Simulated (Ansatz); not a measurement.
**twin(10-12) boundary in hcp Co with Ta (substitutional): structure and resistance**

Wanted: what the twin(10-12) boundary in hcp Co with Ta (substitutional) costs an interconnect.

Calculated with Ansatz 0.2.0; Ansatz plane-wave DFT, PBE, PAW files, collinear spin; relaxation of a bicrystal slab with its lowest layers held; PAW set soft_1, in the first sound run; inputs show where later runs differ.

### 1. The starting structure

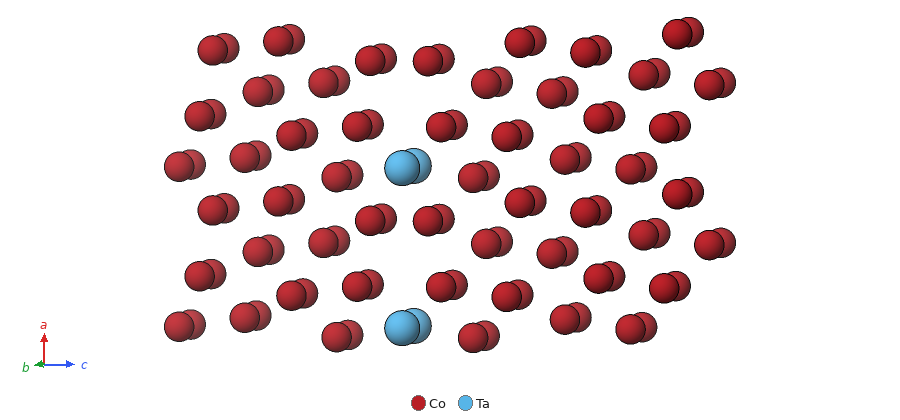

The starting structure, seen from the side, with the c axis across the page (cobalt red, tantalum blue). 2×2×1 cells are drawn.

The cell holds 27 atoms: 26 Co and 1 Ta. Its edges and angles: a = 5.963 Å, b = 2.505 Å, c = 31.041 Å, α = 90.0°, β = 90.0°, γ = 90.0°. It derives from Co. built on the (1 0 2) plane; 1 overlapping atoms removed and the grains opened by 0.2 Å. Vacuum lies along c.

### 2. Relaxing the bicrystal

The boundary is built by mirroring the lower grain in the boundary plane and removing any atoms that overlap; then the Ta is put in at the boundary. A thin bicrystal slab is relaxed first, with the lowest layers held and the upper grain free to shift and open.

input.yaml reads:

```yaml
crystal:
  lattice:
    - [5.9626723849, 0.0, 0.0]
    - [0.0, 2.5054, 0.0]
    - [0.0, 0.0, 31.0405846678]
  atoms:
    - { symbol: Co, position: [0.0741388065, 0.4166666667, 0.1610794401], spin: 2.0 }
    - { symbol: Co, position: [0.3975869657, 0.9166666666, 0.1930385428], spin: 2.0 }
    - { symbol: Co, position: [0.8093110452, 0.9166666667, 0.2090180942], spin: 2.0 }
    - { symbol: Co, position: [0.1327592044, 0.4166666666, 0.2409771969], spin: 2.0 }
    - { symbol: Co, position: [0.5444832839, 0.4166666667, 0.2569567483], spin: 2.0 }
    - { symbol: Co, position: [0.8679314431, 0.9166666666, 0.288915851], spin: 2.0 }
    - { symbol: Co, position: [0.2796555226, 0.9166666667, 0.3048954023], spin: 2.0 }
    - { symbol: Co, position: [0.6031036818, 0.4166666666, 0.336854505], spin: 2.0 }
    - { symbol: Co, position: [0.0148277613, 0.4166666667, 0.3528340564], spin: 2.0 }
    - { symbol: Co, position: [0.3382759205, 0.9166666666, 0.3847931591], spin: 2.0 }
    - { symbol: Co, position: [0.75, 0.9166666667, 0.4007727104], spin: 2.0 }
    - { symbol: Ta, position: [0.0734481591, 0.4166666666, 0.4327318131] }
    - { symbol: Co, position: [0.75, 0.9166666667, 0.4711340934], spin: 2.0 }
    - { symbol: Co, position: [0.3382759205, 0.9166666666, 0.4871136448], spin: 2.0 }
    - { symbol: Co, position: [0.0148277613, 0.4166666667, 0.5190727475], spin: 2.0 }
    - { symbol: Co, position: [0.6031036818, 0.4166666666, 0.5350522988], spin: 2.0 }
    - { symbol: Co, position: [0.2796555226, 0.9166666667, 0.5670114015], spin: 2.0 }
    - { symbol: Co, position: [0.8679314431, 0.9166666666, 0.5829909529], spin: 2.0 }
    - { symbol: Co, position: [0.5444832839, 0.4166666667, 0.6149500556], spin: 2.0 }
    - { symbol: Co, position: [0.1327592044, 0.4166666666, 0.630929607], spin: 2.0 }
    - { symbol: Co, position: [0.8093110452, 0.9166666667, 0.6628887097], spin: 2.0 }
    - { symbol: Co, position: [0.3975869657, 0.9166666666, 0.678868261], spin: 2.0 }
    - { symbol: Co, position: [0.0741388065, 0.4166666667, 0.7108273637], spin: 2.0 }
    - { symbol: Co, position: [0.662414727, 0.4166666666, 0.7268069151], spin: 2.0 }
    - { symbol: Co, position: [0.3389665678, 0.9166666667, 0.7587660178], spin: 2.0 }
    - { symbol: Co, position: [0.9272424883, 0.9166666666, 0.7747455691], spin: 2.0 }
    - { symbol: Co, position: [0.6037943291, 0.4166666667, 0.8067046718], spin: 2.0 }
magnetization:
  spin_polarized: true
kpoints:
  mp_grid: { grid: [4, 9, 1] }
hamiltonian:
  xc: pbe
  pseudopotentials: { kind: paw, azcp: { folder: soft_1 } }
scf:
  occupations: { method: fermi_dirac, width: 0.1 }
relax:
  f_tol: 0.03
  max_steps: 80
  constraints: [{ sites: [0, 1, 2, 3, 4, 5] }]
```

Command:

```bash
$ ansatz run input.yaml --threads 4 --pin off --max-ram 15360MiB --backend cpu --events-out ev --progress --plain --runs-dir out
```

Numbers of over 12 decimals in the logs are rounded to 6 here.

What it wrote:

```text
Engine: ansatz 0.2.0, aarch64-unknown-linux-gnu
Pseudopotentials: kind: paw
Pseudopotential: Co, paw, valence charge 17, recommended cutoff 420 eV (normal), soft_1/Co.paw.azcp
Pseudopotential: Ta, paw, valence charge 13, recommended cutoff 420 eV (normal), soft_1/Ta.paw.azcp
Functional definition: PBE
  parameter kappa = 0.804
  parameter beta = 0.066725
  exchange = pbe_x(kappa = kappa, mu = beta*pi^2/3)
  correlation = pbe_c(beta = beta)
Crystal: 27 atoms, lattice volume = 463.712 Å³
Basis set: ecut = 420 eV, 8989 PW (Γ), exchange–correlation on 80×36×432 points (8 copies of the dense FFT grid, shifted against one another)
Bands: 305, of which v1, the nominal top of the filled ones, is band 228 counted from 1 (227 counted from 0)
Symmetry: 2 space group operations
Space group: Pm (ITA 6), of the structure as read, at distance tolerance 7.7e-5 Å
Magnetic group: BNS 6.18 (UNI 25), of the structure as read, at distance tolerance 7.7e-5 Å
k-points: 15 of 36 (time reversal used)
Non-local potential: Co, projectors of the file, l = 0: 3, l = 1: 2, l = 2: 3, l = 3: 1
Non-local potential: Ta, projectors of the file, l = 0: 3, l = 1: 2, l = 2: 2, l = 3: 1
PAW form: soft (Blöchl's): semilocal exchange-correlation on the pseudo side does not see the compensation charge
PAW one-centre angular grid: Co, 590 points (default); XC on 64 Gauss nodes
PAW one-centre angular grid: Ta, 590 points (default); XC on 64 Gauss nodes
Initial density: superposition of atomic densities (neutral atoms: chi_scale 0, normalization atom)
Starting moments: Σ|m| = 52 μB on 26 of 27 sites
Initial wavefunctions: pseudopotential atomic-orbital guess
Functional: x = pbe(κ = 0.804, μ = 0.219515), c = pbe(β = 0.066725)
SCF iter   1: F=—  HF=-143197.753707 eV  |F-HF|=—  |Δ(HF+E_count)|=         —  Δρ=5.15e-2 (↑2.45e-2 ↓5.15e-2)  dr2=9.42e1  dr2_m=1.93e0  M=47.708 μB ∫|m|=49.833 μB  β_m=0.30  ethr=3.10e-3  ⟨swp⟩=6.8  Hψ=36574  notcnv=0  defer=687
Mixer restart at iter 1: flushing history
preconditioner: auto → LDOS  [metal: Δε(μ)=0.003 eV  Ē_g=7.736 eV  σ=0.100 eV  W_gap=0.01  n_scr=132 (ndim 8)  ℏωp=26.7 eV  f_vac=0.301  D(μ)=29.53/eV (n_scr^D=340)]
spin=Collinear: LDOS preconditioning applied to the charge; magnetization (m = ρ↑ − ρ↓) channel mixes plain (no charge-response kernel on spin).
SCF iter   2: F=—  HF=-143190.215607 eV  |F-HF|=—  |Δ(HF+E_count)|=    7.54e0  Δρ=2.67e-2 (↑2.67e-2 ↓1.70e-2)  dr2=2.49e1  dr2_m=1.13e0  M=47.034 μB ∫|m|=49.761 μB  β_m=0.31  ethr=3.10e-3  ⟨swp⟩=2.6  Hψ=15161  notcnv=0  defer=1097
SCF iter   3: F=—  HF=-143197.775630 eV  |F-HF|=—  |Δ(HF+E_count)|=    7.56e0  Δρ=1.25e-2 (↑1.25e-2 ↓1.12e-2)  dr2=6.37e0  dr2_m=3.08e-1  M=45.889 μB ∫|m|=49.059 μB  β_m=0.41  ethr=3.10e-3  ⟨swp⟩=2.3  Hψ=11001  notcnv=0  defer=1104
SCF iter   4: F=—  HF=-143204.566706 eV  |F-HF|=—  |Δ(HF+E_count)|=    6.79e0  Δρ=8.66e-3 (↑5.35e-3 ↓8.66e-3)  dr2=3.09e-1  dr2_m=1.58e-1  M=44.009 μB ∫|m|=48.177 μB  β_m=0.70  ethr=1.40e-3  ⟨swp⟩=2.6  Hψ=12373  notcnv=0  defer=1110
SCF iter   5: F=—  HF=-143206.553155 eV  |F-HF|=—  |Δ(HF+E_count)|=    1.99e0  Δρ=1.30e-2 (↑4.22e-3 ↓1.30e-2)  dr2=9.07e-1  dr2_m=1.42e-1  M=42.264 μB ∫|m|=47.012 μB  β_m=0.70  ethr=6.78e-5  ⟨swp⟩=2.4  Hψ=17648  notcnv=0  defer=1127
SCF iter   6: F=—  HF=-143206.552578 eV  |F-HF|=—  |Δ(HF+E_count)|=   5.78e-4  Δρ=6.10e-3 (↑6.10e-3 ↓5.03e-3)  dr2=2.36e-1  dr2_m=1.01e-1  M=40.740 μB ∫|m|=45.808 μB  β_m=0.85  ethr=6.78e-5  ⟨swp⟩=2.1  Hψ=17048  notcnv=0  defer=1134
SCF iter   7: F=—  HF=-143206.828692 eV  |F-HF|=—  |Δ(HF+E_count)|=         —  Δρ=8.50e-3 (↑8.50e-3 ↓7.41e-3)  dr2=6.25e-1  dr2_m=1.04e-1  M=40.539 μB ∫|m|=45.266 μB  β_m=0.85  ethr=5.19e-5  ⟨swp⟩=2.1  Hψ=18003  notcnv=0  defer=1170
SCF iter   8: F=—  HF=-143206.800510 eV  |F-HF|=—  |Δ(HF+E_count)|=   2.82e-2  Δρ=5.99e-3 (↑5.99e-3 ↓4.84e-3)  dr2=7.53e-1  dr2_m=1.24e-2  M=40.431 μB ∫|m|=45.035 μB  β_m=0.68  ethr=5.19e-5  ⟨swp⟩=2.5  Hψ=17326  notcnv=0  defer=1177
SCF iter   9: F=—  HF=-143206.690251 eV  |F-HF|=—  |Δ(HF+E_count)|=   1.10e-1  Δρ=2.53e-3 (↑1.67e-3 ↓2.53e-3)  dr2=5.16e-2  dr2_m=3.61e-3  M=40.408 μB ∫|m|=45.036 μB  β_m=0.63  ethr=5.19e-5  ⟨swp⟩=2.4  Hψ=17468  notcnv=0  defer=1164
SCF iter  10: F=—  HF=-143206.683985 eV  |F-HF|=—  |Δ(HF+E_count)|=   6.27e-3  Δρ=1.01e-3 (↑1.01e-3 ↓7.77e-4)  dr2=9.95e-3  dr2_m=8.14e-4  M=40.445 μB ∫|m|=45.062 μB  β_m=0.54  ethr=1.13e-5  ⟨swp⟩=3.0  Hψ=17457  notcnv=0  defer=1159
SCF iter  11: F=—  HF=-143206.682526 eV  |F-HF|=—  |Δ(HF+E_count)|=   1.46e-3  Δρ=4.67e-4 (↑4.67e-4 ↓3.31e-4)  dr2=1.02e-3  dr2_m=3.51e-4  M=40.456 μB ∫|m|=45.058 μB  β_m=0.57  ethr=2.19e-6  ⟨swp⟩=2.0  Hψ=12802  notcnv=0  defer=1160
SCF iter  12: F=—  HF=-143206.682624 eV  |F-HF|=—  |Δ(HF+E_count)|=   9.77e-5  Δρ=2.27e-4 (↑2.27e-4 ↓1.34e-4)  dr2=2.87e-4  dr2_m=6.31e-5  M=40.461 μB ∫|m|=45.050 μB  β_m=0.50  ethr=2.25e-7  ⟨swp⟩=2.6  Hψ=16725  notcnv=0  defer=1161
SCF iter  13: F=—  HF=-143206.682552 eV  |F-HF|=—  |Δ(HF+E_count)|=   7.14e-5  Δρ=6.72e-5 (↑4.62e-5 ↓6.72e-5)  dr2=4.59e-5  dr2_m=7.28e-6  M=40.462 μB ∫|m|=45.046 μB  β_m=0.55  ethr=6.30e-8  ⟨swp⟩=2.3  Hψ=15012  notcnv=0  defer=1161
SCF iter  14: F=—  HF=-143206.682558 eV  |F-HF|=—  |Δ(HF+E_count)|=   5.82e-6  Δρ=3.44e-5 (↑2.27e-5 ↓3.44e-5)  dr2=1.22e-5  dr2_m=2.02e-6  M=40.459 μB ∫|m|=45.043 μB  β_m=0.51  ethr=1.01e-8  ⟨swp⟩=2.2  Hψ=14899  notcnv=0  defer=1161
SCF iter  15: F=-143206.682541 eV  HF=-143206.682557 eV  |F-HF|=1.56e-5  |Δ(HF+E_count)|=   8.93e-7  Δρ=2.59e-5 (↑1.25e-5 ↓2.59e-5)  dr2=1.62e-5  dr2_m=4.76e-7  M=40.459 μB ∫|m|=45.043 μB  ethr=2.68e-9  ⟨swp⟩=2.8  Hψ=28992  notcnv=0
SCF 1 converged in 15 iterations: F = -143206.682541 eV  dr2 = 1.62e-5
  greatest PAW one-centre occupation: 1.002 electrons in one spin orbital (limit 2), on the Co atom at site 0 (counted from 0), in its partial waves of l = 1
relax step   1: F+E_penalty+E_count = -143206.68254148 eV  Δ(F+E_penalty+E_count) = +0.000e0 eV  max|allowed force component| = 1.745e0 eV/Å  Δτ_max = 0.0000 Å  (15 SCF iters, dr2 threshold 2.25e-5 eV, accepted)
Initial density: handed on by an earlier stage of this run
Starting moments: Σ|m| = 52 μB on 26 of 27 sites; this step starts from the density that it was given
Initial wavefunctions: those handed on with the density
iter 1 solved again at ethr=2.15e-4 eV; its pass at ethr=3.10e-3 eV (dr2=9.76e-1 eV) is discarded
SCF iter   1: F=—  HF=-143207.134581 eV  |F-HF|=—  |Δ(HF+E_count)|=         —  Δρ=6.32e-3 (↑5.84e-3 ↓6.32e-3)  dr2=8.92e-1  dr2_m=1.13e-1  M=40.414 μB ∫|m|=44.992 μB  β_m=0.30  ethr=2.15e-4  ⟨swp⟩=1.1  Hψ=30761  notcnv=0  defer=1152
[...]
SCF iter   9: F=-143207.247979 eV  HF=-143207.247987 eV  |F-HF|=7.71e-6  |Δ(HF+E_count)|=   9.14e-7  Δρ=3.16e-5 (↑1.41e-5 ↓3.16e-5)  dr2=9.46e-6  dr2_m=1.35e-6  M=40.645 μB ∫|m|=45.194 μB  ethr=3.59e-9  ⟨swp⟩=2.7  Hψ=30063  notcnv=0
SCF 3 converged in 9 iterations: F = -143207.247979 eV  dr2 = 9.46e-6
relax step   3: F+E_penalty+E_count = -143207.24797918 eV  Δ(F+E_penalty+E_count) = -1.454e-1 eV  max|allowed force component| = 2.866e-1 eV/Å  Δτ_max = 0.2000 Å  (9 SCF iters, dr2 threshold 5.58e-5 eV, accepted)
[...]
relax step   4: F+E_penalty+E_count = -143207.26559365 eV  Δ(F+E_penalty+E_count) = -1.761e-2 eV  max|allowed force component| = 1.580e-1 eV/Å  Δτ_max = 0.0771 Å  (10 SCF iters, dr2 threshold 7.56e-6 eV, accepted)
[...]
relax step   5: F+E_penalty+E_count = -143207.26853818 eV  Δ(F+E_penalty+E_count) = -2.945e-3 eV  max|allowed force component| = 2.156e-2 eV/Å  Δτ_max = 0.0209 Å  (10 SCF iters, dr2 threshold 2.30e-6 eV, accepted)
iter 1 solved again at ethr=3.37e-12 eV; its pass at ethr=3.10e-3 eV (dr2=1.53e-8 eV) is discarded
SCF iter   1: F=—  HF=-143207.268539 eV  |F-HF|=—  |Δ(HF+E_count)|=         —  Δρ=1.55e-6 (↑1.42e-6 ↓1.55e-6)  dr2=1.56e-8  dr2_m=5.81e-9  M=40.774 μB ∫|m|=45.347 μB  β_m=0.65  ethr=3.37e-12  ⟨swp⟩=2.3  Hψ=29245  notcnv=0  defer=1176
preconditioner: auto → LDOS  [metal: Δε(μ)=0.005 eV  Ē_g=7.626 eV  σ=0.100 eV  W_gap=0.01  n_scr=48 (ndim 8)  ℏωp=26.7 eV  f_vac=0.313  D(μ)=29.40/eV (n_scr^D=332)]
spin=Collinear: LDOS preconditioning applied to the charge; magnetization (m = ρ↑ − ρ↓) channel mixes plain (no charge-response kernel on spin).
SCF iter   2: F=—  HF=-143207.268539 eV  |F-HF|=—  |Δ(HF+E_count)|=   1.09e-8  Δρ=3.81e-6 (↑1.66e-6 ↓3.81e-6)  dr2=3.22e-7  dr2_m=7.61e-9  M=40.774 μB ∫|m|=45.347 μB  β_m=0.30  ethr=3.37e-12  ⟨swp⟩=3.0  Hψ=19101  notcnv=0  defer=1176
SCF iter   3: F=—  HF=-143207.268539 eV  |F-HF|=—  |Δ(HF+E_count)|=   4.48e-9  Δρ=3.71e-6 (↑1.16e-6 ↓3.71e-6)  dr2=3.01e-7  dr2_m=9.00e-9  M=40.774 μB ∫|m|=45.347 μB  β_m=0.48  ethr=3.37e-12  ⟨swp⟩=2.7  Hψ=16409  notcnv=0  defer=1176
SCF iter   4: F=-143207.268539 eV  HF=-143207.268539 eV  |F-HF|=6.39e-8  |Δ(HF+E_count)|=  5.82e-10  Δρ=2.34e-6 (↑7.56e-7 ↓2.34e-6)  dr2=6.70e-8  dr2_m=3.05e-9  M=40.774 μB ∫|m|=45.347 μB  ethr=3.37e-12  ⟨swp⟩=1.6  Hψ=23974  notcnv=0
SCF 6 converged in 4 iterations: F = -143207.268539 eV  dr2 = 6.70e-8
relax step   6: F+E_penalty+E_count = -143207.26853926 eV  Δ(F+E_penalty+E_count) = -1.084e-6 eV  max|allowed force component| = 2.138e-2 eV/Å  Δτ_max = 0.0000 Å  (4 SCF iters, accepted)
SCF converged after 4 iterations
Magnetization: 40.7744 μB (247.8872 up, 207.1128 down)
Absolute magnetization: 45.3906 μB (∫|ρ↑−ρ↓|, with the PAW one-centre terms)
Spin contamination: 0.8864 ħ² per cell (⟨S²⟩ above its minimum at these occupations)
Per-site moments (μB) at R_I (Å): [(1.877439, 1.033141), (1.829694, 1.033141), (1.784831, 1.033141), (1.713179, 1.030436), (1.671557, 1.005954), (1.709198, 1.022706), (1.664922, 1.003753), (1.573224, 1.005954), (1.497837, 1.022981), (1.317628, 0.972537), (1.463147, 0.972537), (-0.179163, 1.0334775), (1.472961, 0.971781), (1.310135, 0.971781), (1.500094, 1.024917), (1.576805, 1.007751), (1.655639, 1.001327), (1.690971, 1.012105), (1.680412, 1.007751), (1.660955, 1.015776), (1.660776, 1.012105), (1.687703, 1.019699), (1.660618, 1.008018), (1.709998, 0.957154), (1.758498, 1.001713), (1.783328, 1.001713), (1.815782, 0.957154)]
Free energy (F): -143207.268539 eV
Harris-Foulkes:  -143207.268539 eV  (|F-HF|=6.39e-8)
Internal energy: -143206.290955 eV  (E = F + TS)
E sigma→0 (E₀):  -143206.779747 eV
Entropy (-TS):   -0.977584 eV (-36.207 meV/atom)
Fermi energy:    10.609814 eV
--- Per-component energies (eV) ---
  E_band       = -10112.800180
  E_kinetic    = 7970.699100
  E_local      = -777634.051776  (includes V_loc(G=0)·N_el)
  E_nonlocal   = 11296.755167
  E_hartree    = 383044.363363
  E_xc         = -2708.033403
  E_vxc        = -3304.581757  (∫ρ·V_xc dr)
  E_paw        = -49174.629862  (= ΣΔE_a)
  E_vpaw       = -14530.410761  (= ΣTr[D̂ρ^β])
  E_aug_tail   = -0.000170  (compensation charges beyond the density's cutoff)
  E_ewald      = 283998.606627
  E_smearing   = -0.977584  (= −TS)
  E_closure    = -0.000000  (closes the sum)
  Σ components = -143207.268539   (vs F -143207.268539, Δ=0.00e0)
--- Forces (eV/Å), atoms counted from 1 ---
  atom   1  Co     0.16280992     0.00000000     0.97850018
  atom   2  Co    -0.11813028     0.00000000     0.16384913
  atom   3  Co     0.09192122     0.00000000    -0.27212049
  atom   4  Co    -0.04076166     0.00000000    -0.39369854
  atom   5  Co    -0.05173925     0.00000000    -0.22623540
  atom   6  Co    -0.05400029     0.00000000    -0.26406683
  atom   7  Co     0.00322727     0.00000000    -0.00177972
  atom   8  Co     0.00283400     0.00000000    -0.00556411
  atom   9  Co    -0.00760484     0.00000000    -0.00189181
  atom  10  Co    -0.00466020     0.00000000     0.01711545
  atom  11  Co    -0.00352411     0.00000000     0.00033567
  atom  12  Ta     0.02138240     0.00000000    -0.00046384
  atom  13  Co    -0.00312861     0.00000000     0.00854955
  atom  14  Co     0.00032844     0.00000000    -0.01638468
  atom  15  Co    -0.00761484     0.00000000     0.00256080
  atom  16  Co     0.00311057     0.00000000     0.00198756
  atom  17  Co     0.00279389     0.00000000     0.00264187
  atom  18  Co    -0.00546203     0.00000000    -0.00444302
  atom  19  Co     0.00462810     0.00000000    -0.00148347
  atom  20  Co    -0.00019907     0.00000000     0.00551269
  atom  21  Co    -0.00097954     0.00000000     0.00071783
  atom  22  Co    -0.00075723     0.00000000     0.00534144
  atom  23  Co     0.00652752     0.00000000    -0.00341772
  atom  24  Co     0.00186329     0.00000000     0.00330894
  atom  25  Co    -0.00079197     0.00000000    -0.00348451
  atom  26  Co    -0.00196954     0.00000000     0.00083447
  atom  27  Co    -0.00011133     0.00000000     0.00377770
  max |Σ_I F_I| component: 8.18e-6 eV/Å
--- Relaxed structure (6 steps of the walk, 6 accepted, 0 SCFs on fresh bases) ---
  F+E_penalty+E_count = -143207.26853926 eV   max|allowed force component| = 2.138e-2 eV/Å
  atoms:
    - { symbol: Co, position: [0.0741388065, 0.416667, 0.161079] }
    - { symbol: Co, position: [0.3975869657, 0.916667, 0.1930385428] }
    - { symbol: Co, position: [0.8093110452, 0.916667, 0.209018] }
    - { symbol: Co, position: [0.1327592044, 0.416667, 0.240977] }
    - { symbol: Co, position: [0.5444832839, 0.416667, 0.2569567483] }
    - { symbol: Co, position: [0.867931, 0.916667, 0.288916] }
    - { symbol: Co, position: [0.277412, 0.916667, 0.304818] }
    - { symbol: Co, position: [0.600125, 0.416667, 0.334790] }
    - { symbol: Co, position: [0.00733167, 0.416667, 0.352456] }
    - { symbol: Co, position: [0.338939, 0.916667, 0.382314] }
    - { symbol: Co, position: [0.725361, 0.916667, 0.398412] }
    - { symbol: Ta, position: [0.075449, 0.416667, 0.436552] }
    - { symbol: Co, position: [0.724622, 0.916667, 0.474682] }
    - { symbol: Co, position: [0.338387, 0.916667, 0.490666] }
    - { symbol: Co, position: [0.00614291, 0.416667, 0.520807] }
    - { symbol: Co, position: [0.599428, 0.416667, 0.538392] }
    - { symbol: Co, position: [0.276509, 0.916667, 0.567960] }
    - { symbol: Co, position: [0.866213, 0.916667, 0.584494] }
    - { symbol: Co, position: [0.542537, 0.416667, 0.616334] }
    - { symbol: Co, position: [0.133172, 0.416667, 0.631434] }
    - { symbol: Co, position: [0.812669, 0.916667, 0.662866] }
    - { symbol: Co, position: [0.398278, 0.916667, 0.679603] }
    - { symbol: Co, position: [0.077949, 0.416667, 0.710053] }
    - { symbol: Co, position: [0.664498, 0.416667, 0.725767] }
    - { symbol: Co, position: [0.340157, 0.916667, 0.759287] }
    - { symbol: Co, position: [0.938394, 0.916667, 0.772104] }
    - { symbol: Co, position: [0.620710, 0.416667, 0.800045] }
```

Run time: 27 min. Hardware: 4 threads of Arm Neoverse V1, shared host; peak memory 4.7 GiB.

(Continued in part 2 of 2.)

[Logs are printed without paths, hosts, clocks, repeated set-up lines and the standing remarks that a program may print on its own settings, such as how far it seeks lower states.]

[Hosts, paths, dates, database ids (printed as entryN), source tags and the programs' standing remarks are cut or masked in the printed files.]
